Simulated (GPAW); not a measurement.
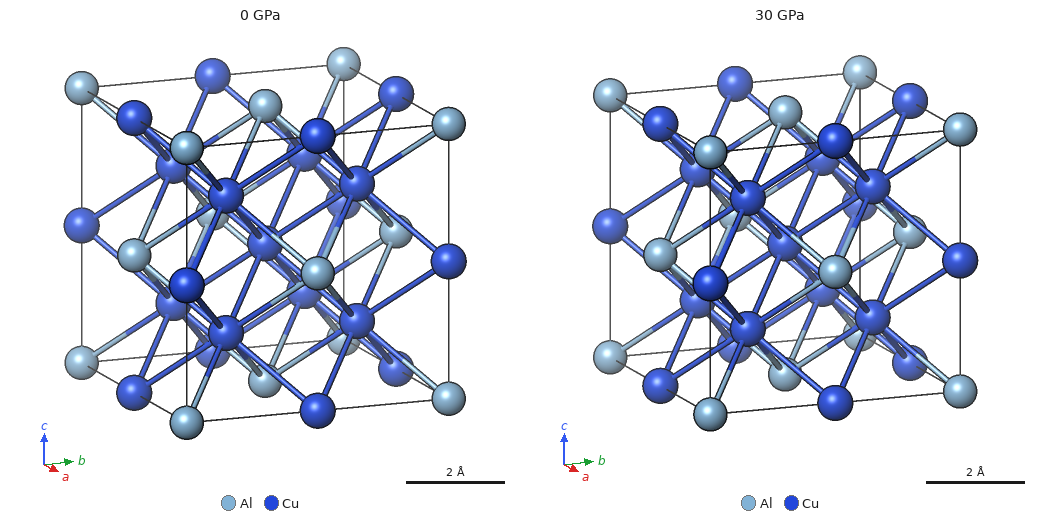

AlCu₃, D0₃ (BiF₃ or Fe₃Al type), space group Fm-3m (No. 225), relaxed (cell and atoms) under a series of hydrostatic pressures; the conventional cell is drawn at the lowest and the highest, to one scale (sticks follow a distance rule). The start was a structure listed in the Materials Project. It needn't be the stable form of this composition.

Alike in all runs: GPAW 26.7.0; functional PBEsol; potentials PAW data sets generated in the run's folder for this functional; cutoff 600 eV; k mesh 8 × 8 × 8 on the run's cell of 4 atoms; occupations fermi-dirac, width 0.05 eV; no spin polarisation; no spin-orbit coupling.

| pressure (GPa) | volume (Å³/atom) | a (Å) |
| --- | --- | --- |
| 0.0 | 12.101 | 5.785 |
| 2.0 | ? | ? |
| 5.1 | 11.722 | 5.724 |
| 10.0 | 11.418 | 5.674 |
| 19.8 | 10.911 | 5.589 |
| 30.0 | 10.488 | 5.516 |

Q: Fit a third-order Birch-Murnaghan equation to the rows given and use it to fill in the volume that is left out.

A: The fit gives V0 = 12.10 Å³/atom, B0 = 150 GPa and B0′ = 4.7, which puts the volume at 2.0 GPa at 11.94 Å³/atom. The run gave volume 11.943 Å³/atom; a 5.760 Å.

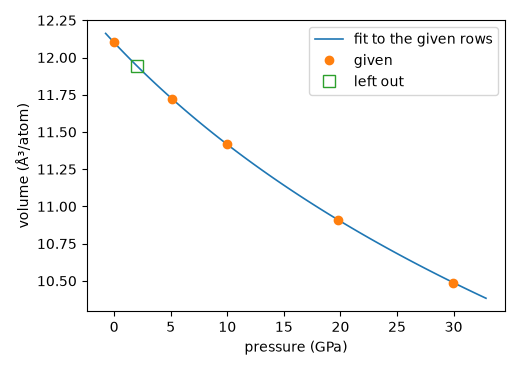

Volume against pressure, with the fit. The structure was kept in its own symmetry, so a change to another phase within this range wouldn't be seen.

Caveat: later steps reuse the first step's grids.
